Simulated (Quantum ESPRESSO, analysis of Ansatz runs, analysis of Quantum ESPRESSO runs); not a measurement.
# S on a Se site in ZnSe: local vibrational mode against experiment (Quantum ESPRESSO)

How near does this set-up come to the measured local vibrational mode? Subject: S on a Se site in ZnSe. Set-up: PBE, JTH 2.0 PBE, 32-site cell, PBE lattice, k: 2x2x2 shifted. The model is a cell of 32 host atoms with 1 Se taken out and 1 S put in. The frequencies come from force constants among the defect atom and its neighbours, with the masses of the isotopes named. Other potentials or another program check that the number doesn't hang on one set of files.

Measured beforehand: Threefold local mode of S: 297 cm⁻¹, by Infrared reflectivity with Kramers-Kronig analysis (ZnSe with ~1% S) (“Optical Studies of Lattice Vibration in II-VI Semiconducting Compounds”, 1968, M. Balkanski).

Main program and level: Quantum ESPRESSO 7.5; Quantum ESPRESSO plane-wave DFT, PBE, JTH 2.0 PBE potentials; relaxation of all atoms of a defect supercell.

### 1. Starting point

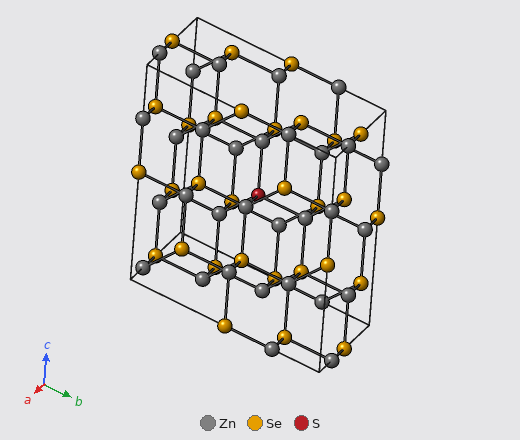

The cell as given, slightly off an axis (zinc grey, selenium orange, sulfur red). Some periodic images of atoms are drawn too.

The cell holds 32 atoms: 16 Zn, 15 Se and 1 S. Its edges and angles: a = 9.921 Å, b = 9.921 Å, c = 9.921 Å, α = 109.5°, β = 109.5°, γ = 109.5°. It derives from ZnSe (space group F-43m). Nearest the centre at fractional (0.500, 0.750, 0.500): S28 at 0.00 Å, Zn7 at 2.48 Å, Zn9 at 2.48 Å, Zn12 at 2.48 Å, Zn16 at 2.48 Å, Se29 at 4.05 Å, Se30 at 4.05 Å, Se27 at 4.05 Å.

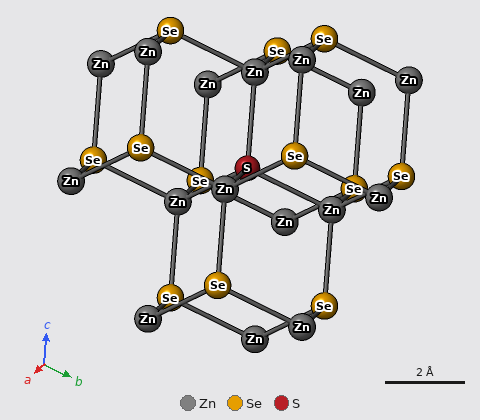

The atoms within 5 Å of the centre.

The host's primitive cell comes from a first run (Quantum ESPRESSO plane-wave DFT, PBE, JTH 2.0 PBE potentials; relaxation of cell and atoms of a defect-free cell): vectors of 4.050, 4.050 and 4.050 Å. That is 23.49 Å³ an atom, 3.2 % over the diffraction cell's volume. The supercell is built on it.

### 2. Relaxation, charge 0

Every later number rests on the structure around the defect, so the atoms are relaxed at the host's lattice first.

Input file pw.in:

```
&CONTROL
  calculation = 'relax'
  prefix = 'pwscf'
  outdir = './tmp'
  pseudo_dir = './pseudo'
  tprnfor = .true.
  disk_io = 'low'
  nstep = 70
  forc_conv_thr = 0.00039
  etot_conv_thr = 0.0001
/
&SYSTEM
  ibrav = 0
  nat = 32
  ntyp = 3
  ecutwfc = 36
  ecutrho = 216
  nbnd = 148
  occupations = 'smearing'
  smearing = 'fd'
  degauss = 0.00073499
/
&ELECTRONS
  conv_thr = 3d-08
  electron_maxstep = 100
  mixing_beta = 0.5
/
&IONS
  ion_dynamics = 'bfgs'
/
ATOMIC_SPECIES
Zn    65.3800 Zn.GGA_PBE-JTH.UPF
Se    78.9710 Se.GGA_PBE-JTH.UPF
S     32.0600 S.GGA_PBE-JTH.UPF
CELL_PARAMETERS angstrom
  -5.7277854552    5.7277854552   -5.7277854552
   5.7277854552    5.7277854552    5.7277854552
   5.7277854552   -5.7277854552   -5.7277854552
ATOMIC_POSITIONS crystal
Zn     0.0000000000    0.0000000000    0.0000000000
Zn     0.0000000000    0.2500000000    0.7500000000
Zn     0.0000000000    0.5000000000    0.5000000000
Zn     0.0000000000    0.7500000000    0.2500000000
Zn     0.2500000000    0.0000000000    0.7500000000
Zn     0.2500000000    0.2500000000    0.5000000000
Zn     0.2500000000    0.5000000000    0.2500000000
Zn     0.2500000000    0.7500000000    0.0000000000
Zn     0.5000000000    0.0000000000    0.5000000000
Zn     0.5000000000    0.2500000000    0.2500000000
Zn     0.5000000000    0.5000000000    0.0000000000
Zn     0.5000000000    0.7500000000    0.7500000000
Zn     0.7500000000    0.0000000000    0.2500000000
Zn     0.7500000000    0.2500000000    0.0000000000
Zn     0.7500000000    0.5000000000    0.7500000000
Zn     0.7500000000    0.7500000000    0.5000000000
Se     0.0000000000    0.0000000000    0.7500000000
Se     0.0000000000    0.2500000000    0.5000000000
Se     0.0000000000    0.5000000000    0.2500000000
Se     0.0000000000    0.7500000000    0.0000000000
Se     0.2500000000    0.0000000000    0.5000000000
Se     0.2500000000    0.2500000000    0.2500000000
Se     0.2500000000    0.5000000000    0.0000000000
Se     0.2500000000    0.7500000000    0.7500000000
Se     0.5000000000    0.0000000000    0.2500000000
Se     0.5000000000    0.2500000000    0.0000000000
Se     0.5000000000    0.5000000000    0.7500000000
S      0.5000000000    0.7500000000    0.5000000000
Se     0.7500000000    0.0000000000    0.0000000000
Se     0.7500000000    0.2500000000    0.7500000000
Se     0.7500000000    0.5000000000    0.5000000000
Se     0.7500000000    0.7500000000    0.2500000000
K_POINTS automatic
2 2 2 1 1 1
```

Launch:

```sh
> OMP_NUM_THREADS=1 mpirun -n 4 pw.x -nk 2 -in pw.in > pw.out
```

Output:

```text
This program is part of the open-source Quantum ESPRESSO suite
     for quantum simulation of materials; please cite
         "P. Giannozzi et al., J. Phys.:Condens. Matter 21 395502 (2009);
         "P. Giannozzi et al., J. Phys.:Condens. Matter 29 465901 (2017);
         "P. Giannozzi et al., J. Chem. Phys. 152 154105 (2020);
          URL
     in publications or presentations arising from this work. More details at

     file Zn.GGA_PBE-JTH.UPF: wavefunction(s)  0S 0P 0P 3D 0D renormalized
     file Se.GGA_PBE-JTH.UPF: wavefunction(s)  0S 4P 0P renormalized
     file S.GGA_PBE-JTH.UPF: wavefunction(s)  3S 0S 3P 0P renormalized
     Message from routine setup:
     using ibrav=0 with symmetry is DISCOURAGED, use correct ibrav instead

     K-points division:     npool     =       2
     Subspace diagonalization in iterative solution of the eigenvalue problem:
     a serial algorithm will be used

     --------------------
     sticks:   dense  smooth     PW     G-vecs:    dense   smooth      PW
     Min        2840    1899    513               136025    74090   10463
     Max        2841    1900    514               136026    74091   10466
     Sum        5681    3799   1027               272051   148181   20929

     Using Slab Decomposition

     bravais-lattice index     =            0
     lattice parameter (alat)  =      18.7476  a.u.
     unit-cell volume          =    5072.4388 (a.u.)^3
     number of atoms/cell      =           32
     number of atomic types    =            3
     number of electrons       =       288.00
     number of Kohn-Sham states=          148
     kinetic-energy cutoff     =      36.0000  Ry
     charge density cutoff     =     216.0000  Ry
     scf convergence threshold =      3.0E-08
     mixing beta               =       0.5000
     number of iterations used =            8  plain     mixing
     energy convergence thresh.=      1.0E-04
     force convergence thresh. =      3.9E-04
     Exchange-correlation= SLA PW PBX PBC
                           (   1   4   3   4   0   0   0)
     nstep                     =           70

     celldm(1)=  18.747624  celldm(2)=   0.000000  celldm(3)=   0.000000
     celldm(4)=   0.000000  celldm(5)=   0.000000  celldm(6)=   0.000000

     crystal axes: (cart. coord. in units of alat)
               a(1) = (  -0.577350   0.577350  -0.577350 )
               a(2) = (   0.577350   0.577350   0.577350 )
               a(3) = (   0.577350  -0.577350  -0.577350 )

     reciprocal axes: (cart. coord. in units 2 pi/alat)
               b(1) = (  0.000000  0.866025 -0.866025 )
               b(2) = (  0.866025  0.866025 -0.000000 )
               b(3) = (  0.866025  0.000000 -0.866025 )

     PseudoPot. # 1 for Zn read from file:
     Zn.GGA_PBE-JTH.UPF
     Pseudo is Projector augmented-wave + core cor, Zval = 12.0
     Generated using ATOMPAW code
     Shape of augmentation charge: SINC**2
     Using radial grid of 1049 points,  6 beta functions with:
                l(1) =   0
                l(2) =   0
                l(3) =   1
                l(4) =   1
                l(5) =   2
                l(6) =   2
     Q(r) pseudized with 0 coefficients

     PseudoPot. # 2 for Se read from file:
     Se.GGA_PBE-JTH.UPF
     Pseudo is Projector augmented-wave + core cor, Zval =  6.0
     Generated using ATOMPAW code
     Shape of augmentation charge: BESSEL
     Using radial grid of 1059 points,  4 beta functions with:
                l(1) =   0
                l(2) =   0
                l(3) =   1
                l(4) =   1
     Q(r) pseudized with 0 coefficients

     PseudoPot. # 3 for S  read from file:
     S.GGA_PBE-JTH.UPF
     Pseudo is Projector augmented-wave + core cor, Zval =  6.0
     Generated using ATOMPAW code
     Shape of augmentation charge: SINC**2
     Using radial grid of  999 points,  4 beta functions with:
                l(1) =   0
                l(2) =   0
                l(3) =   1
                l(4) =   1
     Q(r) pseudized with 0 coefficients

     atomic species   valence    mass     pseudopotential
     Zn               12.00    65.38000     Zn( 1.00)
     Se                6.00    78.97100     Se( 1.00)
     S                 6.00    32.06000     S ( 1.00)

     24 Sym. Ops. (no inversion) found (22 have fractional translation)

   Cartesian axes

     site n.     atom                  positions (alat units)
         1        Zn     tau(   1) = (   0.0000000   0.0000000   0.0000000  )
         2        Zn     tau(   2) = (   0.5773503  -0.2886751  -0.2886751  )
         3        Zn     tau(   3) = (   0.5773503   0.0000000   0.0000000  )
         4        Zn     tau(   4) = (   0.5773503   0.2886751   0.2886751  )
         5        Zn     tau(   5) = (   0.2886751  -0.2886751  -0.5773503  )
         6        Zn     tau(   6) = (   0.2886751   0.0000000  -0.2886751  )
         7        Zn     tau(   7) = (   0.2886751   0.2886751   0.0000000  )
         8        Zn     tau(   8) = (   0.2886751   0.5773503   0.2886751  )
         9        Zn     tau(   9) = (   0.0000000   0.0000000  -0.5773503  )
        10        Zn     tau(  10) = (   0.0000000   0.2886751  -0.2886751  )
        11        Zn     tau(  11) = (   0.0000000   0.5773503   0.0000000  )
        12        Zn     tau(  12) = (   0.5773503   0.2886751  -0.2886751  )
        13        Zn     tau(  13) = (  -0.2886751   0.2886751  -0.5773503  )
        14        Zn     tau(  14) = (  -0.2886751   0.5773503  -0.2886751  )
        15        Zn     tau(  15) = (   0.2886751   0.2886751  -0.5773503  )
        16        Zn     tau(  16) = (   0.2886751   0.5773503  -0.2886751  )
        17        Se     tau(  17) = (   0.4330127  -0.4330127  -0.4330127  )
        18        Se     tau(  18) = (   0.4330127  -0.1443376  -0.1443376  )
        19        Se     tau(  19) = (   0.4330127   0.1443376   0.1443376  )
        20        Se     tau(  20) = (   0.4330127   0.4330127   0.4330127  )
        21        Se     tau(  21) = (   0.1443376  -0.1443376  -0.4330127  )
        22        Se     tau(  22) = (   0.1443376   0.1443376  -0.1443376  )
        23        Se     tau(  23) = (   0.1443376   0.4330127   0.1443376  )
        24        Se     tau(  24) = (   0.7216878   0.1443376  -0.1443376  )
        25        Se     tau(  25) = (  -0.1443376   0.1443376  -0.4330127  )
        26        Se     tau(  26) = (  -0.1443376   0.4330127  -0.1443376  )
        27        Se     tau(  27) = (   0.4330127   0.1443376  -0.4330127  )
        28        S      tau(  28) = (   0.4330127   0.4330127  -0.1443376  )
[...]
Total force =     0.003749     Total SCF correction =     0.000030
     Energy error            =      9.0E-05 Ry
     Gradient error          =      5.0E-04 Ry/Bohr

     number of scf cycles    =   9
     number of bfgs steps    =   8

     energy             old  =   -6809.2300072544 Ry
     energy             new  =   -6809.2300975334 Ry

     CASE: energy            _new < energy            _old

     new trust radius        =       0.0059094160 bohr
     new conv_thr            =       0.0000000003 Ry

ATOMIC_POSITIONS (crystal)
Zn               0.0001900458        0.0009836236        0.0001900458
Zn               0.0001900458        0.2501900458        0.7509836236
Zn              -0.0001900458        0.5007935779        0.5000000000
Zn              -0.0001900458        0.7500000000        0.2507935779
Zn               0.2490163764       -0.0007935779        0.7492064221
Zn               0.2507935779        0.2498099542        0.5000000000
Zn               0.2591662261        0.5091662261        0.2591662261
Zn               0.2507935779        0.7500000000       -0.0001900458
Zn               0.5000000000       -0.0091662261        0.5000000000
Zn               0.5000000000        0.2498099542        0.2507935779
Zn               0.5000000000        0.5007935779       -0.0001900458
Zn               0.5000000000        0.7500000000        0.7408337739
Zn               0.7492064221       -0.0007935779        0.2490163764
Zn               0.7509836236        0.2501900458        0.0001900458
Zn               0.7492064221        0.4990163764        0.7492064221
Zn               0.7408337739        0.7500000000        0.5000000000
[...]
NEW-OLD atomic charge density approx. for the potential

     Check: negative core charge=   -0.000006

     negative rho (up, down):  7.021E-02 0.000E+00

     Self-consistent Calculation

     iteration #  1     ecut=    36.00 Ry     beta= 0.50
     Davidson diagonalization with overlap
     ethr =  1.00E-06,  avg # of iterations =  5.0

     Threshold (ethr) on eigenvalues was too large:
     Diagonalizing with lowered threshold

     Davidson diagonalization with overlap
     ethr =  1.87E-08,  avg # of iterations =  6.5

     negative rho (up, down):  7.022E-02 0.000E+00

     total energy              =   -6809.23013348 Ry
     estimated scf accuracy    <       0.00001915 Ry

     iteration #  2     ecut=    36.00 Ry     beta= 0.50
     Davidson diagonalization with overlap
     ethr =  6.65E-09,  avg # of iterations =  3.5

     negative rho (up, down):  7.022E-02 0.000E+00

     total energy              =   -6809.23013915 Ry
     estimated scf accuracy    <       0.00000326 Ry

     iteration #  3     ecut=    36.00 Ry     beta= 0.50
     Davidson diagonalization with overlap
     ethr =  1.13E-09,  avg # of iterations =  5.0

     negative rho (up, down):  7.022E-02 0.000E+00

     total energy              =   -6809.23014010 Ry
     estimated scf accuracy    <       0.00000046 Ry

     iteration #  4     ecut=    36.00 Ry     beta= 0.50
     Davidson diagonalization with overlap
     ethr =  1.59E-10,  avg # of iterations =  5.0

     negative rho (up, down):  7.022E-02 0.000E+00

     total energy              =   -6809.23014032 Ry
     estimated scf accuracy    <       0.00000014 Ry

     iteration #  5     ecut=    36.00 Ry     beta= 0.50
     Davidson diagonalization with overlap
     ethr =  4.78E-11,  avg # of iterations =  5.0

     negative rho (up, down):  7.022E-02 0.000E+00

     total energy              =   -6809.23014039 Ry
     estimated scf accuracy    <       0.00000002 Ry

     iteration #  6     ecut=    36.00 Ry     beta= 0.50
     Davidson diagonalization with overlap
     ethr =  5.87E-12,  avg # of iterations =  6.5

     negative rho (up, down):  7.022E-02 0.000E+00

     total energy              =   -6809.23014042 Ry
     estimated scf accuracy    <          3.4E-09 Ry

     iteration #  7     ecut=    36.00 Ry     beta= 0.50
     Davidson diagonalization with overlap
     ethr =  1.19E-12,  avg # of iterations =  5.5

     negative rho (up, down):  7.022E-02 0.000E+00

     total energy              =   -6809.23014043 Ry
     estimated scf accuracy    <          7.0E-10 Ry

     iteration #  8     ecut=    36.00 Ry     beta= 0.50
     Davidson diagonalization with overlap
     ethr =  2.44E-13,  avg # of iterations =  4.5

     negative rho (up, down):  7.022E-02 0.000E+00

     End of self-consistent calculation

          k = 0.4330 0.4330-0.4330 ( 18528 PWs)   bands (ev):

[...]
8.2134   8.2738   8.2738   8.2738

          k = 0.0000 0.4330 0.0000 ( 18537 PWs)   bands (ev):

[...]
-0.4368  -0.4336  -0.4269  -0.4269  -0.4191  -0.4174  -0.3946  -0.3946
    -0.3926  -0.3872  -0.2709  -0.2709  -0.2697  -0.2673  -0.2406  -0.2367
     1.0017   1.0017   1.0081   1.0620   1.0620   1.0715   1.1604   1.1895
     1.1895   1.2030   1.5776   2.2789   2.3031   2.3031   2.3163   2.7554
     2.7554   2.7622   2.8137   3.2505   3.2505   3.2694   3.3266   3.7454
     3.7454   3.8563   3.9050   3.9050   3.9748   3.9869   3.9869   3.9919
     4.0116   4.0131   4.0421   4.0421   4.0687   4.2924   4.6732   4.6914
     4.6914   4.7413   4.7785   4.7785   4.7917   4.8157   5.2048   5.2048
     8.1575   8.8279   8.9011   8.9017

     the Fermi energy is     6.9525 ev

!    total energy              =   -6809.23014043 Ry
     total all-electron energy =     -6809.230140 Ry
     estimated scf accuracy    <          9.4E-11 Ry
     smearing contrib. (-TS)   =       0.00000000 Ry
     internal energy E=F+TS    =   -6809.23014043 Ry

     The total energy is F=E-TS. E is the sum of the following terms:
     one-electron contribution =   -1476.62078844 Ry
     hartree contribution      =     718.73389966 Ry
     xc contribution           =    -432.38746012 Ry
     ewald contribution        =   -1390.03563572 Ry
     one-center paw contrib.   =   -4228.92015581 Ry

     convergence has been achieved in   8 iterations

     negative rho (up, down):  7.022E-02 0.000E+00

     Forces acting on atoms (cartesian axes, Ry/au):

[...]
atom   25 type  2   force =    -0.00012147    0.00011296    0.00011296
     atom   26 type  2   force =    -0.00000000   -0.00000000    0.00000000
     atom   27 type  2   force =    -0.00012147   -0.00011296   -0.00011296
     atom   28 type  3   force =     0.00000000    0.00000000   -0.00000000
     atom   29 type  2   force =     0.00011296    0.00012147   -0.00011296
     atom   30 type  2   force =     0.00011296    0.00011296   -0.00012147
     atom   31 type  2   force =    -0.00011296   -0.00012147   -0.00011296
     atom   32 type  2   force =    -0.00011296    0.00011296    0.00012147

     Total force =     0.001453     Total SCF correction =     0.000047
     Energy error            =      4.3E-05 Ry
     Gradient error          =      2.4E-04 Ry/Bohr

     bfgs converged in  10 scf cycles and   9 bfgs steps
     (criteria: energy <  1.0E-04 Ry, force <  3.9E-04 Ry/Bohr)

     End of BFGS Geometry Optimization

     Final energy             =   -6809.2301404262 Ry

     File ./tmp/pwscf.bfgs deleted, as requested
Begin final coordinates

ATOMIC_POSITIONS (crystal)
[...]
Se               0.5000000000       -0.0009098099        0.2516683477
Se               0.5000000000        0.2500000000        0.0000000000
Se               0.5000000000        0.5016683477        0.7490901901
S                0.5000000000        0.7500000000        0.5000000000
Se               0.7483316523       -0.0016683477       -0.0025781576
Se               0.7483316523        0.2474218424        0.7483316523
Se               0.7490901901        0.5016683477        0.5000000000
Se               0.7490901901        0.7500000000        0.2516683477
End final coordinates

=------------------------------------------------------------------------------=
   JOB DONE.
=------------------------------------------------------------------------------=
```

Elapsed: 17 min, on 4 MPI ranks of Arm Neoverse V1, shared host; peak memory 1.6 GiB.

Relaxation path:

```tsv
step	energy less that of the first step (eV)
0	0.0000
1	-0.0205
2	-0.0404
3	-0.0649
4	-0.0889
5	-0.0973
6	-0.0985
7	-0.0997
8	-0.1009
9	-0.1015
```

The atoms that moved most (Å):

```tsv
atom	dx	dy	dz	length
Zn16	0.053	-0.053	0.053	0.091
Zn12	-0.053	0.053	0.053	0.091
Zn7	0.053	0.053	-0.053	0.091
Zn9	-0.053	-0.053	-0.053	0.091
Se22	0.015	0.015	0.004	0.021
Se29	-0.015	-0.004	0.015	0.021
Se19	-0.004	0.015	-0.015	0.021
Se17	-0.004	-0.015	0.015	0.021
```

Final coordinates:

```xyz
32
Lattice="-5.7278 5.7278 -5.7278 5.7278 5.7278 5.7278 5.7278 -5.7278 -5.7278" Properties=species:S:1:pos:R:3 pbc="T T T"
Zn    0.0056    0.0056    0.0035
Zn    5.7334   -2.8673   -2.8695
Zn    5.7334    0.0035    0.0056
Zn    5.7334    2.8583    2.8604
Zn    2.8604   -2.8695   -5.7222
Zn    2.8583    0.0035   -2.8695
Zn    2.9164    2.9164   -0.0525
Zn    2.8583    5.7334    2.8604
Zn   -0.0525   -0.0525   -5.7803
Zn    0.0035    2.8583   -2.8695
Zn    0.0035    5.7334    0.0056
Zn    5.6753    2.9164   -2.8114
Zn   -2.8695    2.8604   -5.7222
Zn   -2.8673    5.7334   -2.8695
Zn    2.8583    2.8583   -5.7243
Zn    2.9164    5.6753   -2.8114
Se    4.2915   -4.3106   -4.2811
Se    4.2958   -1.4319   -1.4319
Se    4.2915    1.4467    1.4172
Se    4.2958    4.2958    4.2958
Se    1.4172   -1.4276   -4.3106
Se    1.4467    1.4467   -1.4276
Se    1.4467    4.2915    1.4172
Se    7.1450    1.4467   -1.4363
Se   -1.4276    1.4172   -4.3106
Se   -1.4319    4.2958   -1.4319
Se    4.3002    1.4467   -4.2811
S     4.2958    4.2958   -1.4319
Se   -4.3106    4.2915   -4.2811
Se    1.4172    1.4172   -7.1554
Se    1.4467    4.3002   -4.2811
Se    1.4467    7.1450   -1.4363
```

Neighbours of S28 at the end:

```tsv
atom	distance (Å)
Zn7	2.389
Zn12	2.389
Zn16	2.389
Zn9	2.389
Se31	4.029
Se30	4.029
Se25	4.029
Se32	4.029
Se19	4.029
Se17	4.029
Se22	4.029
Se23	4.029
Se24	4.029
Se27	4.029
Se21	4.029
Se29	4.029
```

From the first step to the last the energy fell by 0.101 eV, and the largest move was 0.09 Å (Zn12 and 3 other atoms alike).

(Continued in part 2 of 2.)

[Logs are printed without paths, hosts, clocks, repeated set-up lines and the standing remarks that a program may print on its own settings, such as how far it seeks lower states.]

[Hosts, paths, dates, database ids (printed as entryN), source tags and the programs' standing remarks are cut or masked in the printed files.]

[For some hosts the program warned that the k-mesh of the response run may be too coarse for force constants and the static dielectric constant; such warnings are not shown here.]
